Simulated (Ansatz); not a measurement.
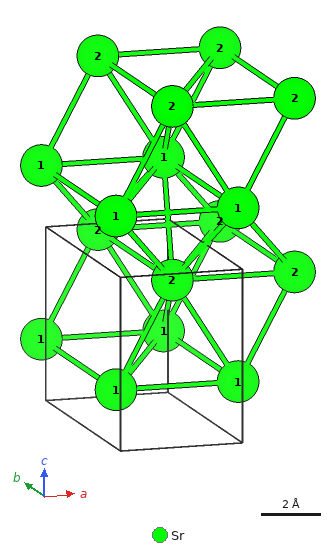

This is a symmetric starting cell of Sr (made from another compound by putting Sr in place of Ca). Style: ball-and-stick. Shown: the cell of the calculation, reduced to other axes, repeated 2 × 2 × 2 with one cell outlined, from a free direction. Lengths and directions refer to the drawn axes.

These are results of Ansatz, DFT PBE, scalar-relativistic, plane waves, PAW, not measurements. Settings: plane-wave cutoff 420 eV; k-point mesh 12 × 12 × 6; occupations gaussian; smearing width 0.1 eV; no spin polarisation.

Change: All lengths are scaled by −3.2 % (volume −9.2 %), the atoms keeping their fractional coordinates. No relaxation follows. The starting cell wasn't computed here and needn't be at equilibrium, so pressure and forces aren't due to the change alone.

### Predict the response.

The pressure is 2.1 GPa (not all of it need come from the change, since the unchanged cell can be under pressure at this level too). The principal stresses (compression positive) are 2.3 GPa along [1 2 0] and 2.0 GPa across it. The largest forces, 0.013 eV/Å, act on Sr1 and Sr2. Near-neighbour distances before and after: Sr–Sr 4.200 → 4.066 to 4.070 Å, Sr–Sr 4.236 → 4.103 Å, Sr–Sr 4.181 → 4.049 Å. The space group stays Cmcm (No. 63).

The changed structure in the same view:

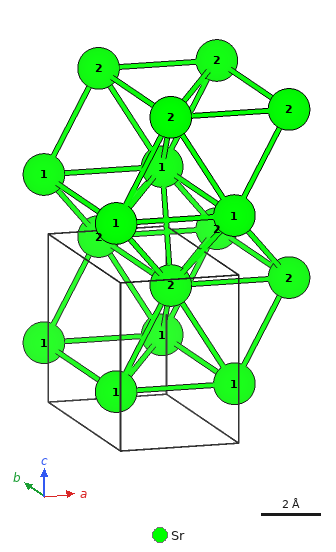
